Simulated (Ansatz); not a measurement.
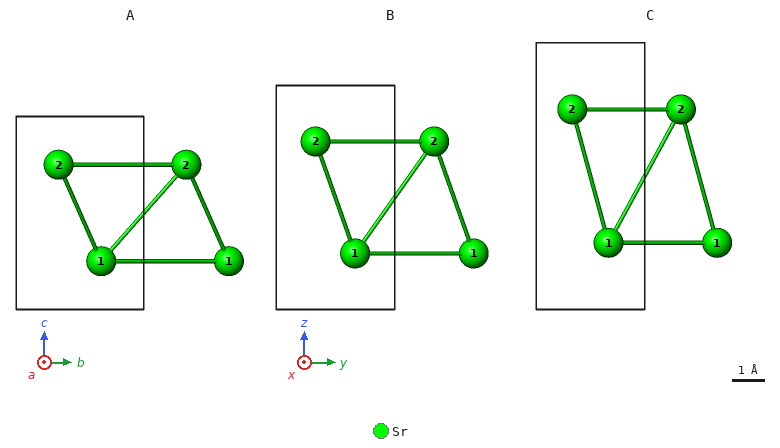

Crystalline Sr (P6_3/mmc): the ratio of the cell's length along z to its lengths across, counted as 1 for the reference, is changed at fixed volume (a c/a path), with the atoms kept at their fractional coordinates. x, y and z are the Cartesian axes of the input. Style: ball-and-stick. Shown: the cell of the calculation, repeated 1 × 2 × 1 with one cell outlined, along the a axis.

Level of theory: DFT PBEsol, scalar-relativistic, plane waves, PAW in Ansatz. Set-up: plane-wave cutoff 420 eV; k-point mesh 12 × 12 × 8; occupations gaussian; smearing width 0.15 eV; no spin polarisation. Energies (free energies at the smearing named) are counted from the cell as listed in its source, which wasn't relaxed.

> Rank the frames from lowest to highest energy.

Lowest first: B (the relative ratio 1.00, 0.0 meV/atom), A (the relative ratio 0.80, 96.2 meV/atom), C (the relative ratio 1.30, 177.7 meV/atom). Over the whole scan: the lowest computed point lies at the relative ratio 1.00 (0.0 meV/atom). At the ends of the scan the energy is 96.2 meV/atom (0.80) and 177.7 meV/atom (1.30). The unrelaxed reference is under a pressure of −0.9 GPa. The distortion keeps the space group P6_3/mmc. At the relative ratio 1.30 the cell of the drawing goes a 4.310 → 3.949 Å, b 4.310 → 3.949 Å, c 7.050 → 8.398 Å.
